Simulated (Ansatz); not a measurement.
## Geometry relaxation of Ge$_{2}$H (part 2 of 2)

The same run, continued: Ge$_{2}$H (slab, 24 atoms in the cell); DFT PBE+D3(BJ), scalar-relativistic, plane waves, PAW, no spin polarisation (Ansatz 0.2.0); cutoff 420 eV, 3×3×1 k-mesh, Gaussian smearing of 0.1 eV. The structure derives from an entry of the Crystallography Open Database. The input holds or restrains some coordinates. It belongs to a series of runs on one base structure; here: clean slab, lower planes held.

Geometry of the input (Å; fractional positions):
```
8.0601  0.0000  0.0000
-4.0301  6.9803  0.0000
0.0000  0.0000  23.1732
Ge 0.6667  0.3333  0.4113
Ge 0.6667  0.8333  0.4113
Ge 0.1667  0.3333  0.4113
Ge 0.1667  0.8333  0.4113
Ge 0.5000  0.5000  0.4468
Ge 0.5000  0.0000  0.4468
Ge -0.0000  0.5000  0.4468
Ge 0.0000  0.0000  0.4468
Ge -0.0000  0.5000  0.5532
Ge 0.0000  0.0000  0.5532
Ge 0.5000  0.5000  0.5532
Ge 0.5000  0.0000  0.5532
Ge 0.8333  0.6667  0.5887
Ge 0.8333  0.1667  0.5887
Ge 0.3333  0.6667  0.5887
Ge 0.3333  0.1667  0.5887
H  0.6667  0.3333  0.3452
H  0.6667  0.8333  0.3452
H  0.1667  0.3333  0.3452
H  0.1667  0.8333  0.3452
H  0.8333  0.6667  0.6548
H  0.8333  0.1667  0.6548
H  0.3333  0.6667  0.6548
H  0.3333  0.1667  0.6548
```

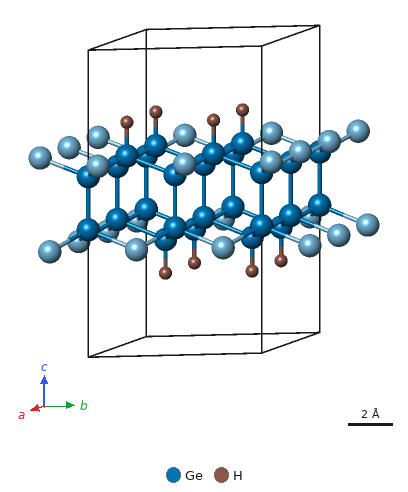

Fig. 1: The geometry at step 2 of the log (ball-and-stick view of the cell of the calculation, with the vacuum cut short, seen slightly off an axis; neighbours outside the cell are drawn fainter).

**What the program printed, continued**
```
--- Per-component energies (eV) ---
  E_band       = -4460.800156
  E_kinetic    = 1883.952105
  E_local      = -217469.980888  (includes V_loc(G=0)·N_el)
  E_nonlocal   = 6716.554310
  E_hartree    = 105278.044963
  E_xc         = -1274.958324
  E_vxc        = -1118.497155  (∫ρ·V_xc dr)
  E_paw        = -32331.243763  (= ΣΔE_a)
  E_vpaw       = -5028.896045  (= ΣTr[D̂ρ^β])
  E_aug_tail   = -0.005746  (compensation charges beyond the density's cutoff)
  E_efield     = 0.000002  (sawtooth field / dipole correction)
  E_vefield    = 0.002970  (∫n·V_field dr)
  E_ewald      = 68353.045889
  E_disp       = -3.554471  (pairwise vdW)
  E_smearing   = -0.000000  (= −TS)
  E_closure    = 0.000000  (closes the sum)
  Σ components = -68848.145923   (vs F -68848.145923, Δ=0.00e0)
--- Forces (eV/Å), atoms counted from 1 ---
  atom   1  Ge     0.00000000     0.00000000     0.24066290
  atom   2  Ge    -0.00000000     0.00000000     0.24066290
  atom   3  Ge    -0.00000000     0.00000000     0.24066290
  atom   4  Ge     0.00000000     0.00000000     0.24066290
  atom   5  Ge    -0.00000000    -0.00000000    -0.23812739
  atom   6  Ge     0.00000000    -0.00000000    -0.23812739
  atom   7  Ge     0.00000000    -0.00000000    -0.23812739
  atom   8  Ge     0.00000000    -0.00000000    -0.23812739
  atom   9  Ge    -0.00000000     0.00000000     0.00032064
  atom  10  Ge     0.00000000     0.00000000     0.00032064
  atom  11  Ge    -0.00000000     0.00000000     0.00032064
  atom  12  Ge     0.00000000     0.00000000     0.00032064
  atom  13  Ge    -0.00000000    -0.00000000     0.00158503
  atom  14  Ge    -0.00000000    -0.00000000     0.00158503
  atom  15  Ge    -0.00000000    -0.00000000     0.00158503
  atom  16  Ge    -0.00000000    -0.00000000     0.00158503
  atom  17  H     -0.00000000     0.00000000    -0.00401095
  atom  18  H     -0.00000000     0.00000000    -0.00401095
  atom  19  H     -0.00000000     0.00000000    -0.00401095
  atom  20  H     -0.00000000     0.00000000    -0.00401095
  atom  21  H     -0.00000000    -0.00000000    -0.00052721
  atom  22  H     -0.00000000    -0.00000000    -0.00052721
  atom  23  H     -0.00000000    -0.00000000    -0.00052721
  atom  24  H     -0.00000000    -0.00000000    -0.00052721
  max |Σ_I F_I| component: 3.88e-4 eV/Å
--- Band table (eV) ---
  k-point 0: bands = ["-25.3329", "-25.3329", "-25.3329", "-25.3181", "-25.3181", "-25.3181", "-25.3119", "-25.3119", "-25.2872", "-25.2872", "-25.2872", "-25.2729", "-25.2628", "-25.2628", "-25.2628", "-25.2538", "-25.2538", "-25.2411", "-25.2411", "-25.2411", "-25.2295", "-25.2295", "-25.2204", "-25.2204", "-25.2204", "-25.1924", "-25.1924", "-25.1924", "-25.1781", "-25.1742", "-25.1742", "-25.1742", "-25.1721", "-25.1721", "-25.1516", "-25.1516", "-25.1516", "-25.1279", "-25.1279", "-25.1279", "-25.1161", "-25.1110", "-25.1110", "-25.1110", "-25.0989", "-25.0989", "-25.0989", "-25.0815", "-25.0815", "-25.0815", "-25.0759", "-25.0759", "-25.0679", "-25.0679", "-25.0679", "-25.0513", "-25.0513", "-25.0513", "-25.0442", "-25.0442", "-25.0371", "-25.0371", "-25.0371", "-25.0311", "-25.0161", "-25.0161", "-25.0161", "-25.0108", "-25.0108", "-25.0108", "-25.0009", "-25.0009", "-24.9752", "-24.9752", "-24.9632", "-24.9632", "-24.9632", "-24.9569", "-24.9569", "-24.9569", "-12.8126", "-11.8361", "-10.8852", "-10.8852", "-10.8852", "-10.1694", "-10.1694", "-10.1694", "-9.0545", "-9.0545", "-9.0545", "-8.0064", "-8.0064", "-8.0064", "-7.7396", "-5.8410", "-4.9909", "-4.9909", "-4.9909", "-4.4279", "-4.4279", "-4.4279", "-3.1695", "-3.1695", "-3.1695", "-3.0906", "-3.0906", "-3.0906", "-2.6258", "-2.3034", "-2.3034", "-2.3034", "-1.5960", "-1.5960", "-0.8587", "-0.8587", "-0.1777", "0.0864", "0.5708", "0.5708", "0.5708", "0.6443", "0.6443", "0.6443", "1.5352", "1.5352", "1.5352", "2.2627", "2.5788", "2.5788", "3.0471", "3.1121", "3.1121", "3.1121", "3.2013", "3.2013", "3.6127", "3.9600", "4.1594", "4.1594"]
  k-point 1: bands = ["-25.3457", "-25.3457", "-25.3298", "-25.3216", "-25.3201", "-25.3189", "-25.3150", "-25.3150", "-25.2834", "-25.2818", "-25.2818", "-25.2769", "-25.2722", "-25.2722", "-25.2603", "-25.2540", "-25.2493", "-25.2444", "-25.2263", "-25.2263", "-25.2218", "-25.2197", "-25.2162", "-25.2139", "-25.2139", "-25.2013", "-25.1840", "-25.1840", "-25.1766", "-25.1661", "-25.1656", "-25.1656", "-25.1604", "-25.1567", "-25.1549", "-25.1497", "-25.1497", "-25.1337", "-25.1305", "-25.1305", "-25.1214", "-25.1214", "-25.1162", "-25.1150", "-25.1033", "-25.1033", "-25.1005", "-25.0956", "-25.0905", "-25.0880", "-25.0848", "-25.0848", "-25.0787", "-25.0787", "-25.0629", "-25.0548", "-25.0526", "-25.0526", "-25.0470", "-25.0470", "-25.0427", "-25.0374", "-25.0351", "-25.0270", "-25.0178", "-25.0141", "-25.0141", "-25.0124", "-25.0060", "-25.0060", "-25.0053", "-25.0049", "-24.9671", "-24.9670", "-24.9631", "-24.9631", "-24.9628", "-24.9592", "-24.9478", "-24.9478", "-12.5223", "-11.7021", "-11.5505", "-10.9859", "-10.9859", "-10.7644", "-10.1396", "-10.1396", "-8.9796", "-8.9796", "-8.3222", "-7.7675", "-7.7217", "-7.7217", "-6.9183", "-5.9519", "-4.9652", "-4.9652", "-4.9380", "-4.3141", "-4.3141", "-4.2037", "-4.0011", "-4.0011", "-3.6736", "-3.3223", "-3.3223", "-2.9314", "-2.8859", "-2.8831", "-2.8831", "-2.8486", "-2.5315", "-2.1491", "-2.0259", "-1.3266", "0.6673", "0.8294", "1.1129", "1.2418", "1.7364", "1.7364", "1.9164", "1.9164", "2.1061", "2.2529", "2.3854", "2.3854", "2.9037", "3.0613", "3.0613", "3.1556", "3.2360", "3.2847", "3.6738", "3.6738", "3.7059", "3.7724", "3.8723", "4.1454"]
  k-point 2: bands = ["-25.3555", "-25.3342", "-25.3342", "-25.3342", "-25.3184", "-25.3184", "-25.3184", "-25.3136", "-25.2857", "-25.2797", "-25.2797", "-25.2797", "-25.2728", "-25.2643", "-25.2643", "-25.2643", "-25.2398", "-25.2398", "-25.2398", "-25.2187", "-25.2162", "-25.2162", "-25.2162", "-25.1980", "-25.1980", "-25.1980", "-25.1903", "-25.1741", "-25.1709", "-25.1709", "-25.1709", "-25.1643", "-25.1566", "-25.1550", "-25.1550", "-25.1550", "-25.1370", "-25.1370", "-25.1370", "-25.1304", "-25.1151", "-25.1151", "-25.1151", "-25.1142", "-25.1065", "-25.1065", "-25.1065", "-25.1058", "-25.0988", "-25.0937", "-25.0937", "-25.0937", "-25.0743", "-25.0729", "-25.0681", "-25.0681", "-25.0681", "-25.0565", "-25.0414", "-25.0414", "-25.0414", "-25.0275", "-25.0275", "-25.0275", "-25.0189", "-25.0189", "-25.0189", "-25.0177", "-25.0057", "-25.0057", "-25.0057", "-24.9968", "-24.9655", "-24.9655", "-24.9655", "-24.9614", "-24.9556", "-24.9556", "-24.9556", "-24.9401", "-11.9615", "-11.9615", "-11.9615", "-11.0052", "-11.0052", "-11.0052", "-10.2341", "-9.6991", "-9.6115", "-8.2089", "-8.0622", "-8.0622", "-8.0622", "-6.4907", "-6.4907", "-6.4907", "-4.9146", "-4.8648", "-4.6294", "-4.6294", "-4.6294", "-4.0404", "-4.0234", "-4.0234", "-4.0234", "-3.9965", "-3.1087", "-3.0248", "-3.0248", "-3.0248", "-2.9013", "-2.9013", "-2.9013", "-2.3749", "-2.3749", "-2.3749", "2.0917", "2.0917", "2.0917", "2.1236", "2.1482", "2.1482", "2.1482", "2.2407", "2.2484", "2.3027", "2.3027", "2.3027", "2.5799", "2.5799", "2.5799", "3.5029", "3.5029", "3.5029", "3.7828", "3.7828", "3.7828", "4.2187", "4.2187", "4.2187"]
--- Relaxed structure (3 steps of the walk, 3 accepted, 0 SCFs on fresh bases) ---
  F+E_penalty+E_count = -68848.14592251 eV   max|allowed force component| = 4.011e-3 eV/Å
  atoms:
    - { symbol: Ge, position: [0.6666666666666665, 0.33333333333333337, 0.4112513458] }
    - { symbol: Ge, position: [0.6666666666666665, 0.8333333333333333, 0.4112513458] }
    - { symbol: Ge, position: [0.16666666666666669, 0.33333333333333337, 0.4112513458] }
    - { symbol: Ge, position: [0.16666666666666663, 0.8333333333333331, 0.4112513458] }
    - { symbol: Ge, position: [0.5, 0.49999999999999994, 0.4467508075] }
    - { symbol: Ge, position: [0.49999999999999994, 0.0, 0.4467508075] }
    - { symbol: Ge, position: [5.551115123125783e-17, 0.49999999999999994, 0.4467508075] }
    - { symbol: Ge, position: [0.0, 0.0, 0.4467508075] }
    - { symbol: Ge, position: [5.551115123125783e-17, 0.49999999999999994, 0.5524083503568917] }
    - { symbol: Ge, position: [-8.946353647730596e-20, -3.717372333230056e-31, 0.5524083503568917] }
    - { symbol: Ge, position: [0.5, 0.49999999999999994, 0.5524083503568917] }
    - { symbol: Ge, position: [0.49999999999999994, 0.0, 0.5524083503568917] }
    - { symbol: Ge, position: [0.8333333333333334, 0.6666666666666666, 0.5863595800619492] }
    - { symbol: Ge, position: [0.8333333333333333, 0.16666666666666666, 0.5863595800619492] }
    - { symbol: Ge, position: [0.3333333333333334, 0.6666666666666666, 0.5863595800619492] }
    - { symbol: Ge, position: [0.33333333333333337, 0.16666666666666666, 0.5863595800619492] }
    - { symbol: H, position: [0.6666666666666665, 0.33333333333333337, 0.3441908681720136] }
    - { symbol: H, position: [0.6666666666666665, 0.8333333333333333, 0.3441908681720136] }
    - { symbol: H, position: [0.16666666666666669, 0.33333333333333337, 0.3441908681720136] }
    - { symbol: H, position: [0.16666666666666663, 0.8333333333333331, 0.3441908681720136] }
    - { symbol: H, position: [0.8333333333333334, 0.6666666666666666, 0.653483558871951] }
    - { symbol: H, position: [0.8333333333333333, 0.16666666666666666, 0.653483558871951] }
    - { symbol: H, position: [0.3333333333333334, 0.6666666666666666, 0.653483558871951] }
    - { symbol: H, position: [0.33333333333333337, 0.16666666666666666, 0.653483558871951] }
```

**Trajectory as extended XYZ (Å, eV, eV/Å), 3 frames, from step=1 to step=3**
```
24
Lattice="8.0601 0.0000 0.0000 -4.0301 6.9803 0.0000 0.0000 0.0000 23.1732" Properties=species:S:1:pos:R:3:forces:R:3 step=1 energy=-68848.08491
Ge    4.0301    2.3268    9.5300    0.0000   0.0000   0.6213
Ge    2.0150    5.8169    9.5300    0.0000   0.0000   0.6213
Ge    0.0000    2.3268    9.5300    0.0000   0.0000   0.6213
Ge   -2.0150    5.8169    9.5300    0.0000   0.0000   0.6213
Ge    2.0150    3.4901   10.3526    0.0000   0.0000  -0.0701
Ge    4.0301    0.0000   10.3526    0.0000   0.0000  -0.0701
Ge   -2.0150    3.4901   10.3526    0.0000   0.0000  -0.0701
Ge    0.0000    0.0000   10.3526    0.0000   0.0000  -0.0701
Ge   -2.0150    3.4901   12.8205    0.0000   0.0000   0.0701
Ge    0.0000    0.0000   12.8205    0.0000   0.0000   0.0701
Ge    2.0150    3.4901   12.8205    0.0000   0.0000   0.0701
Ge    4.0301    0.0000   12.8205    0.0000   0.0000   0.0701
Ge    4.0301    4.6535   13.6432    0.0000   0.0000  -0.6213
Ge    6.0451    1.1634   13.6432    0.0000   0.0000  -0.6213
Ge    0.0000    4.6535   13.6432    0.0000   0.0000  -0.6213
Ge    2.0150    1.1634   13.6432    0.0000   0.0000  -0.6213
H     4.0301    2.3268    8.0000    0.0000   0.0000  -0.3754
H     2.0150    5.8169    8.0000    0.0000   0.0000  -0.3754
H     0.0000    2.3268    8.0000    0.0000   0.0000  -0.3754
H    -2.0150    5.8169    8.0000    0.0000   0.0000  -0.3754
H     4.0301    4.6535   15.1732    0.0000   0.0000   0.3755
H     6.0451    1.1634   15.1732    0.0000   0.0000   0.3755
H     0.0000    4.6535   15.1732    0.0000   0.0000   0.3755
H     2.0150    1.1634   15.1732    0.0000   0.0000   0.3755
24
Lattice="8.0601 0.0000 0.0000 -4.0301 6.9803 0.0000 0.0000 0.0000 23.1732" Properties=species:S:1:pos:R:3:forces:R:3 step=2 energy=-68848.13676
Ge    4.0301    2.3268    9.5300    0.0000   0.0000   0.3115
Ge    2.0150    5.8169    9.5300    0.0000   0.0000   0.3115
Ge    0.0000    2.3268    9.5300    0.0000   0.0000   0.3115
Ge   -2.0150    5.8169    9.5300    0.0000   0.0000   0.3115
Ge    2.0150    3.4901   10.3526    0.0000   0.0000  -0.2748
Ge    4.0301    0.0000   10.3526    0.0000   0.0000  -0.2748
Ge   -2.0150    3.4901   10.3526    0.0000   0.0000  -0.2748
Ge    0.0000    0.0000   10.3526    0.0000   0.0000  -0.2748
Ge   -2.0150    3.4901   12.7972    0.0000   0.0000  -0.1041
Ge    0.0000    0.0000   12.7972    0.0000   0.0000  -0.1041
Ge    2.0150    3.4901   12.7972    0.0000   0.0000  -0.1041
Ge    4.0301    0.0000   12.7972    0.0000   0.0000  -0.1041
Ge    4.0301    4.6535   13.5626    0.0000   0.0000   0.0457
Ge    6.0451    1.1634   13.5626    0.0000   0.0000   0.0457
Ge    0.0000    4.6535   13.5626    0.0000   0.0000   0.0457
Ge    2.0150    1.1634   13.5626    0.0000   0.0000   0.0457
H     4.0301    2.3268    7.9815    0.0000   0.0000  -0.0828
H     2.0150    5.8169    7.9815    0.0000   0.0000  -0.0828
H     0.0000    2.3268    7.9815    0.0000   0.0000  -0.0828
H    -2.0150    5.8169    7.9815    0.0000   0.0000  -0.0828
H     4.0301    4.6535   15.1115    0.0000   0.0000   0.1055
H     6.0451    1.1634   15.1115    0.0000   0.0000   0.1055
H     0.0000    4.6535   15.1115    0.0000   0.0000   0.1055
H     2.0150    1.1634   15.1115    0.0000   0.0000   0.1055
24
Lattice="8.0601 0.0000 0.0000 -4.0301 6.9803 0.0000 0.0000 0.0000 23.1732" Properties=species:S:1:pos:R:3:forces:R:3 step=3 energy=-68848.14592
Ge    4.0301    2.3268    9.5300    0.0000   0.0000   0.2407
Ge    2.0150    5.8169    9.5300    0.0000   0.0000   0.2407
Ge    0.0000    2.3268    9.5300    0.0000   0.0000   0.2407
Ge   -2.0150    5.8169    9.5300    0.0000   0.0000   0.2407
Ge    2.0150    3.4901   10.3526    0.0000   0.0000  -0.2381
Ge    4.0301    0.0000   10.3526    0.0000   0.0000  -0.2381
Ge   -2.0150    3.4901   10.3526    0.0000   0.0000  -0.2381
Ge    0.0000    0.0000   10.3526    0.0000   0.0000  -0.2381
Ge   -2.0150    3.4901   12.8011    0.0000   0.0000   0.0003
Ge    0.0000    0.0000   12.8011    0.0000   0.0000   0.0003
Ge    2.0150    3.4901   12.8011    0.0000   0.0000   0.0003
Ge    4.0301    0.0000   12.8011    0.0000   0.0000   0.0003
Ge    4.0301    4.6535   13.5878    0.0000   0.0000   0.0016
Ge    6.0451    1.1634   13.5878    0.0000   0.0000   0.0016
Ge    0.0000    4.6535   13.5878    0.0000   0.0000   0.0016
Ge    2.0150    1.1634   13.5878    0.0000   0.0000   0.0016
H     4.0301    2.3268    7.9760    0.0000   0.0000  -0.0040
H     2.0150    5.8169    7.9760    0.0000   0.0000  -0.0040
H     0.0000    2.3268    7.9760    0.0000   0.0000  -0.0040
H    -2.0150    5.8169    7.9760    0.0000   0.0000  -0.0040
H     4.0301    4.6535   15.1433    0.0000   0.0000  -0.0005
H     6.0451    1.1634   15.1433    0.0000   0.0000  -0.0005
H     0.0000    4.6535   15.1433    0.0000   0.0000  -0.0005
H     2.0150    1.1634   15.1433    0.0000   0.0000  -0.0005
```

**Key numbers**

| quantity | value |
| --- | --- |
| outcome | converged under the restraints of the input |
| electrons treated | 232 |
| free energy | −68848.1459 eV |
| work function, top face | 4.17 eV |
| work function, bottom face | 4.18 eV |
| Fermi energy | −0.513 eV |
| gap on the k-point mesh | 0.68 eV |
| final volume | 1303.77 Å³ |
| work function (upper face) | 4.17 eV |
| largest force (length of the vector) at the end, held atoms and coordinates included | 0.241 eV/Å |
| hardware | 8 threads of AMD EPYC (Zen 5), 32 GiB of memory available, shared host |
| wall time | 9.4 s (CPU time 69 s) |
| peak memory | 2.5 GiB |
